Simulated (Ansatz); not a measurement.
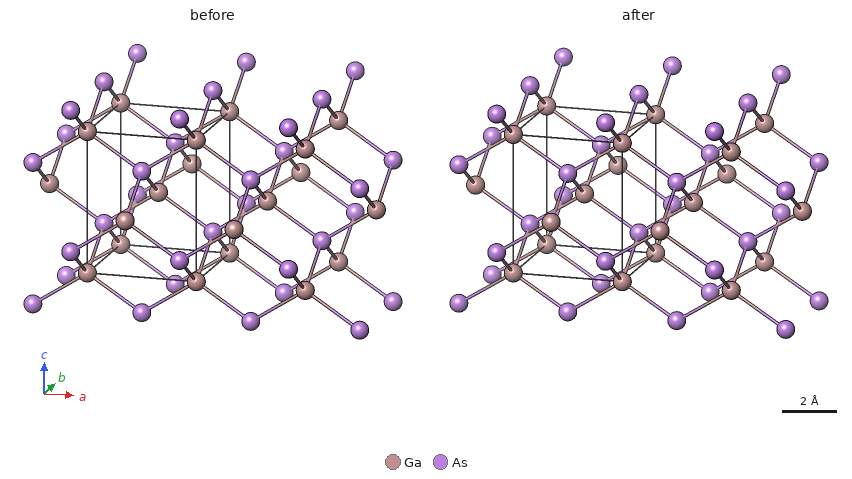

The structure of solid GaAs (set up in I-4m2) before (left) and after (right) a relaxation, at one scale.

A ball-and-stick model of the cell of the calculation, repeated 2 × 1 × 1 with one cell outlined, seen slightly off an axis.

Case: biaxial strain in the a-b plane of +6.0 %; c and atoms relaxed.

Method: DFT PBEsol, scalar-relativistic, plane waves, PAW in Ansatz.

Input
```yaml
crystal:
  lattice:
    - [2.9987149951, 2.9987149951, 0.0]
    - [-2.9987149951, 2.9987149951, 0.0]
    - [0.0, 0.0, 5.4542665193]
  atoms:
    - { symbol: Ga, position: [0.0, 0.0, 0.0] }
    - { symbol: Ga, position: [0.5, 0.5, 0.5] }
    - { symbol: As, position: [0.5, 0.0, 0.75] }
    - { symbol: As, position: [0.0, 0.5, 0.25] }
basis:
  ecutwfc: 420
kpoints:
  mp_grid: { grid: [10, 10, 6] }
hamiltonian:
  xc: pbesol
scf:
  occupations: { method: gaussian, width: 0.01 }
output:
  forces: true
  stress: true
  eigenvalues: true
relax:
  adjacent_minimum: "off"
  f_tol: 0.008
  max_steps: 40
  cell: { stress_tol: 0.015, fix: [a, b, gamma] }
```

Run as
```bash
ansatz run input.yaml --threads 1 --pin off --max-ram 2560MiB --backend cpu --events-out ev --progress --plain --runs-dir out
```

Describe what moved and what it gained.

Over 2 accepted moves (3 points after the start) the energy falls by 2.5 meV per atom. All forces vanish by symmetry, so only the cell relaxes. The pressure goes from −4.61 to −3.62 GPa. The SCF was repeated once at an unchanged geometry on a basis and grid sized afresh for the cell, which shifted the energy by 0.1 meV per atom at most. The atoms keep their places relative to the cell (all moves are under 0.005 Å). The volume changes by −2.1 %, with a = b unchanged at 4.241 Å, c 5.454 → 5.339 Å (−2.1 %). Some distances before and after: Ga1–As3 2.521 → 2.506 Å. The space group stays I-4m2 (No. 119). Cost: 120 s on 1 thread of Arm Neoverse V1 (shared host), peak memory 0.48 GiB.
